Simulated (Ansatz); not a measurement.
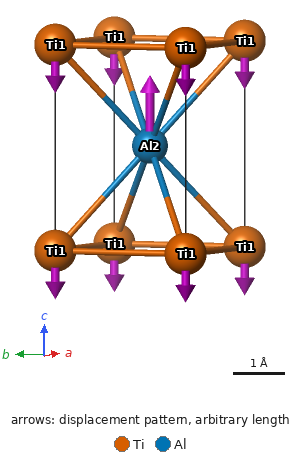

One vibrational mode of crystalline TiAl at the zone centre. Displacements are drawn as purple arrows; their common scale and sign are arbitrary. A ball-and-stick model of the cell of the calculation, seen from a free direction.

All numbers below come from DFT PBE, scalar-relativistic, plane waves, PAW in Ansatz. Settings: plane-wave cutoff 420 eV; k-point mesh 20 × 20 × 14; occupations fermi dirac; smearing width 0.15 eV; no spin polarisation.

The frequencies depend somewhat on the k-mesh and the smearing.

**Describe the mode and give its frequency.**

This is the A₂u mode at 302 cm⁻¹, the highest optical level, infrared-active by symmetry. The Al sublattice moves against the Ti sublattice, along c; the kinetic energy is shared as Al 64 %, Ti 36 %. The crystal is a metal, so free carriers screen the infrared response.
